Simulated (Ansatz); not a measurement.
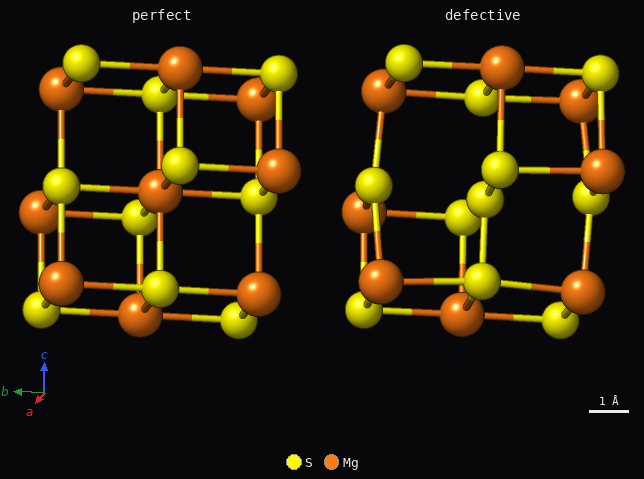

Left: perfect MgS. Right: the same region with one point defect, after relaxing the atoms in a supercell of 64 sites. The picture is a ball-and-stick view of the atoms within 4.6 Å of one point, in a slice 5.0 Å thick across the line of sight, seen from a free direction.

Computed with DFT, PBEsol, PAW, plane waves (Ansatz). (plane-wave cutoff 420 eV; k-point mesh 1 × 1 × 1; mesh shifted by (0.25, 0.25, 0.25); no spin polarisation) Fermi-Dirac smearing of 0.01 eV. The axes drawn are those of the host's conventional cell.

Question: What kind of defect was made?

Answer: A magnesium atom is replaced by sulfur.

The charge state of the cell is 0.

Question: How does the lattice respond?

Answer: In the host the Mg atom has 6 S at 2.59 Å; the S atom ends with 2 S at 2.14 Å. Of the host's atoms, a sulfur atom moves furthest from its site, by 0.27 Å. The S atom itself moves 0.40 Å from where it was put.
